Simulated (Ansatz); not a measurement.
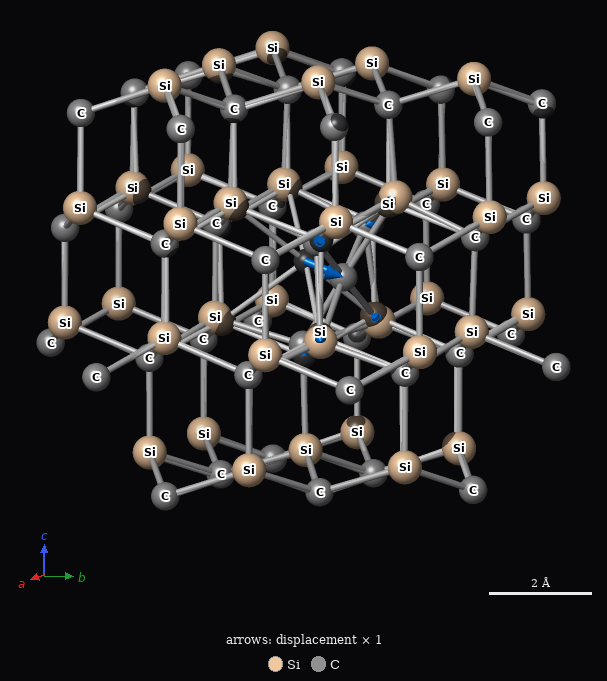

This is a relaxation of a defect cell of composition Si$_{96}$C$_{97}$ (cell charge +2). The starting structure is drawn faded, the final one solid; blue arrows show the displacements, at their true length.

The picture is a ball-and-stick view of the atoms within 5.8 Å of the atom that moves most (axes of the cell of the calculation (origin shifted)), seen slightly off an axis.

Computed with DFT, PBEsol, PAW, plane waves in Ansatz 0.2.0. (plane-wave cutoff 420 eV; k-point mesh 1 × 1 × 1; mesh shifted by (0.25, 0.25, 0.25); collinear spin; atoms relaxed in a fixed cell; force threshold 0.03 eV/Å; at most 80 steps)

Question: What happened in the run?

Answer: Over 9 geometry steps the energy falls by 6.536 eV per cell of the calculation. Largest force component: 3.8 eV/Å at the start, 0.011 eV/Å at the end. The largest move is that of a C atom, 0.85 Å along [0 2 −1]. By element the largest moves are C 0.85 Å, Si 0.18 Å. The cell stays as it was. Among the contacts that change: C–C 1.928 → 2.845 Å, C–Si 2.176 → 2.855 Å, C–C 1.887 → 1.625 Å, C–C 1.860 → 1.631 Å. Bonds break, among them: C–Si (2.18 → 2.85 Å), C–Si (2.19 → 2.86 Å). Among the angles between lasting bonds that change: C–Si–C 126.7° → 100.5°, C–Si–C 126.3° → 100.4°, C–Si–C 125.4° → 100.4°. The program noted that the starting moments weren't kept.

Limits of the set-up: the cell is charged, on a uniform background, and energies carry no finite-size correction.
